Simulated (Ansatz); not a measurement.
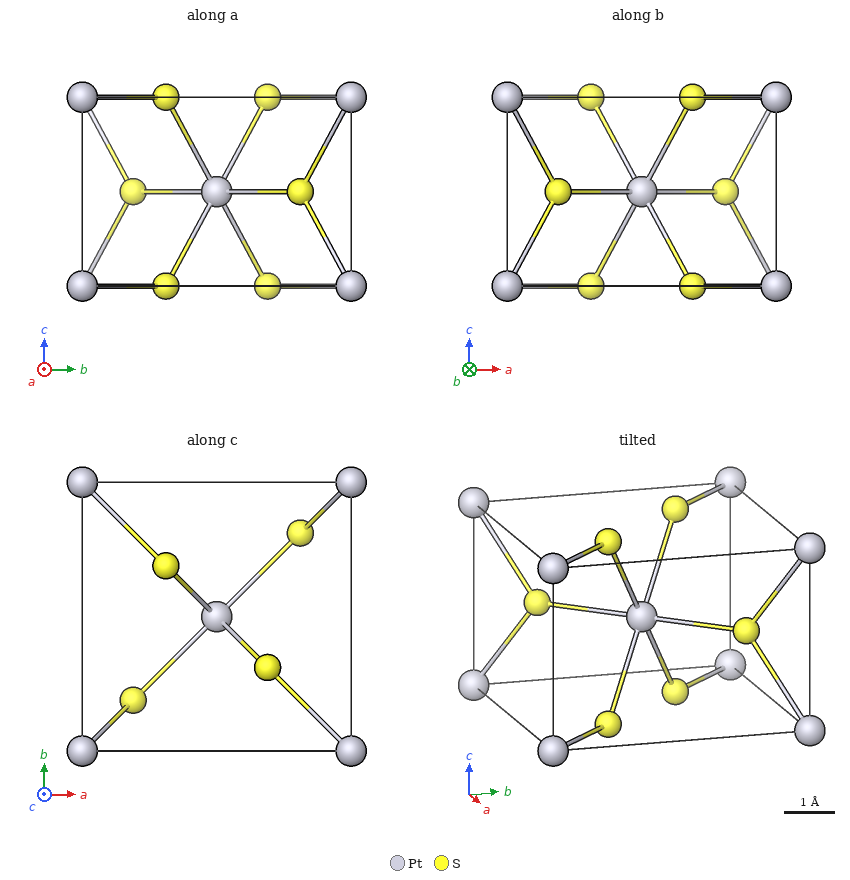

The crystal in a ball-and-stick representation, seen along the a axis, along the b axis, along the c axis and slightly off an axis. The frame is the conventional unit cell; atoms at its boundary are shown with their periodic copies.

Lattice parameters: a = 5.448 Å, b = 5.448 Å, c = 3.827 Å, α = 90.00°, β = 90.00°, γ = 90.00°.

**From the views, write a table of Wyckoff sites, with free fractional coordinates to two decimals.**

Space group P4_2/mnm (No. 136).
| atom | site | x | y | z |
| --- | --- | --- | --- | --- |
| Pt | 2a | 0.00 | 0.00 | 0.00 |
| S | 4g | 0.69 | 0.31 | 0.00 |

The initial geometry was a random cell made by a generator, so it need not be a real form of the compound. Earlier steps of the study may have refined or changed the cell and positions. It went into a calculation with Ansatz.
